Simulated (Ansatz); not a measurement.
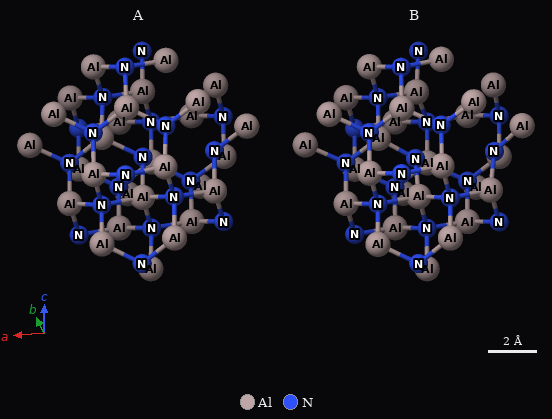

Two geometries of a defect cell of composition Al47N47, drawn at one scale. One is the start of a relaxation, the other its converged end. The picture is a ball-and-stick view of the atoms within 5.0 Å of the atom that moves most (axes of the cell of the calculation (origin shifted)), seen from a free direction.

These are results of Ansatz 0.2.0, DFT, PBEsol, PAW, plane waves, not measurements. (plane-wave cutoff 420 eV; k-point mesh 1 × 1 × 1; mesh shifted by (0.25, 0.25, 0.25); collinear spin; atoms relaxed in a fixed cell; force threshold 0.03 eV/Å; at most 80 steps)

**Which of the two is the end point?**

Structure B is the relaxed one. The atom that moves furthest is an N atom (0.18 Å along [3 −1 0]). By element the largest moves are N 0.18 Å, Al 0.12 Å. The cell doesn't change. Some distances before and after: Al–N 1.955 → 1.820 Å, Al–N 1.928 → 1.842 Å, Al–N 1.851 → 1.918 Å, Al–N 1.886 → 1.820 Å. Among the angles between lasting bonds that change: N–Al–N 106.2° → 115.5°, Al–N–Al 109.2° → 118.0°, N–Al–N 108.4° → 115.5°. Over 6 geometry steps the energy falls by 1.812 eV per cell of the calculation. Largest force component: 1.9 eV/Å at the start, 0.009 eV/Å at the end.
